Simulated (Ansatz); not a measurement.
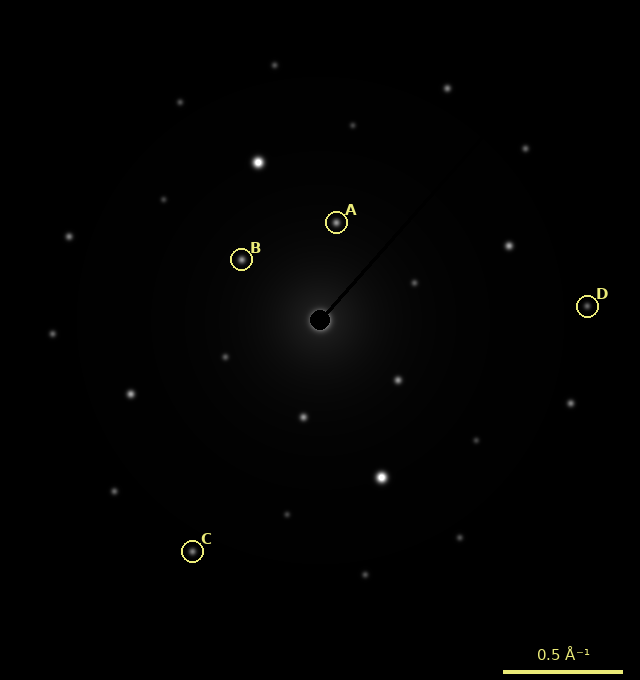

The pattern is a kinematic simulation for 200 kV electrons (no multiple scattering; isotropic B = 0.8 Å²). The zone axis points towards the electron source and the pattern is seen from the source side.

The sample is LiF, space group P-3m1 (No. 164), a = 2.80 Å, c = 16.99 Å (hexagonal axes). Structure: the end point of a relaxation with DFT PBEsol, scalar-relativistic, plane waves, PAW in Ansatz; the starting structure was generated, so it need not be a known form of this composition.

```json
{"atom": "Li", "site": "2c", "symmetry": "3m.", "x": "0.0000", "y": "0.0000", "z": "0.7105"}
{"atom": "F", "site": "2d", "symmetry": "3m.", "x": "0.6667", "y": "0.3333", "z": "0.7842"}
{"atom": "Li", "site": "2d", "symmetry": "3m.", "x": "0.3333", "y": "0.6667", "z": "0.8579"}
{"atom": "F", "site": "2d", "symmetry": "3m.", "x": "0.6667", "y": "0.3333", "z": "0.9316"}
{"atom": "Li", "site": "1a", "symmetry": "-3m.", "x": "0.0000", "y": "0.0000", "z": "0.0000"}
{"atom": "F", "site": "2d", "symmetry": "3m.", "x": "0.3333", "y": "0.6667", "z": "0.3632"}
{"atom": "Li", "site": "2d", "symmetry": "3m.", "x": "0.6667", "y": "0.3333", "z": "0.4316"}
{"atom": "F", "site": "1b", "symmetry": "-3m.", "x": "0.0000", "y": "0.0000", "z": "0.5000"}
```

Spot A is indexed -1 1 -1 and spot B -1 0 1.

**Give hkl for C, D.**

C = −3A + B = 2 -3 4 (d = 0.897 Å). D = 2A − 3B = 1 2 -5 (d = 0.886 Å).

**Give [uvw].**

The cross product of A and B is parallel to [121]; every spot obeys hu + kv + lw = 0.
